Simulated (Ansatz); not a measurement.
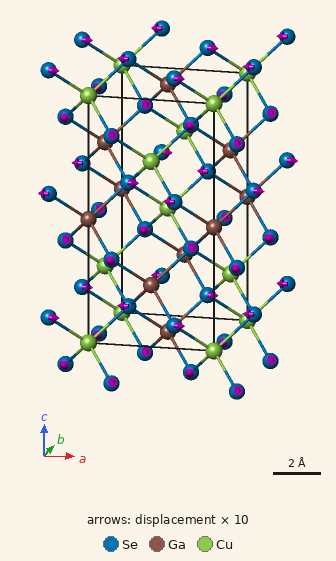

A relaxation of a crystal of GaCuSe2 (set up in I-42d). The starting structure is drawn; purple arrows show the displacements (the part carried along by the change of the cell is left out), magnified 10 times.

The picture is a ball-and-stick view of the conventional cell (2 times the calculation's cell), seen slightly off an axis. Lengths and directions refer to the drawn axes.

The run lets cell and atoms move.

These are results of Ansatz 0.2.0, Kohn-Sham DFT of a periodic cell, PBEsol, Ansatz PAW, not measurements.

The input:
```yaml
crystal:
  lattice:
    - [-2.80955, 2.80955, 5.513]
    - [2.80955, -2.80955, 5.513]
    - [2.80955, 2.80955, -5.513]
  atoms:
    - { symbol: Se, position: [0.12562, 0.625, 0.00062] }
    - { symbol: Se, position: [0.875, 0.87438, 0.49938] }
    - { symbol: Se, position: [0.62438, 0.125, 0.99938] }
    - { symbol: Se, position: [0.375, 0.37562, 0.50062] }
    - { symbol: Ga, position: [0.25, 0.75, 0.5] }
    - { symbol: Ga, position: [0.5, 0.5, 0.0] }
    - { symbol: Cu, position: [0.75, 0.25, 0.5] }
    - { symbol: Cu, position: [0.0, 0.0, 0.0] }
hamiltonian:
  xc: pbesol
  pseudopotentials: { kind: paw }
kpoints:
  mp_grid: { grid: [7, 7, 7] }
scf:
  occupations: { method: fermi_dirac, width: 0.05 }
output:
  forces: true
  stress: true
  eigenvalues: true
relax:
  f_tol: 0.01
  max_steps: 40
  cell: { stress_tol: 0.05 }
```

Command:
```bash
ansatz run input.yaml --threads 4 --pin off --max-ram 11264MiB --backend cpu --events-out ev --progress --plain --runs-dir out
```

**Which element moves most?**

Selenium: up to 0.049 Å, against 0.000 Å for copper.

**What did the optimiser do to the structure, and how much energy did it gain?**

After 3 accepted moves (4 points after the start) the energy has fallen by 49.5 meV per cell of the calculation. Largest force component: 0.43 eV/Å at the start, 0.0007 eV/Å at the end. Pressure: −0.68 GPa at the start and 0.00 GPa at the end. The SCF was repeated once at an unchanged geometry on a basis and grid sized afresh for the cell, which shifted the energy by 0.6 meV per cell of the calculation at most. The largest moves relative to the cell, 0.049 Å, are those of Se atoms. Cu and Ga stay in place. The drawn cell changes as follows: a = b 5.619 → 5.570 Å (−0.9 %), c 11.026 → 11.075 Å (+0.4 %); the volume changes by −1.3 %. Near-neighbour distances that change, for instance: Cu–Se 2.420 → 2.381 Å, Ga–Se 2.416 → 2.434 Å. Among the angles between lasting bonds that change: Cu–Se–Cu 108.8° → 111.1°. The space group stays I-42d (No. 122).
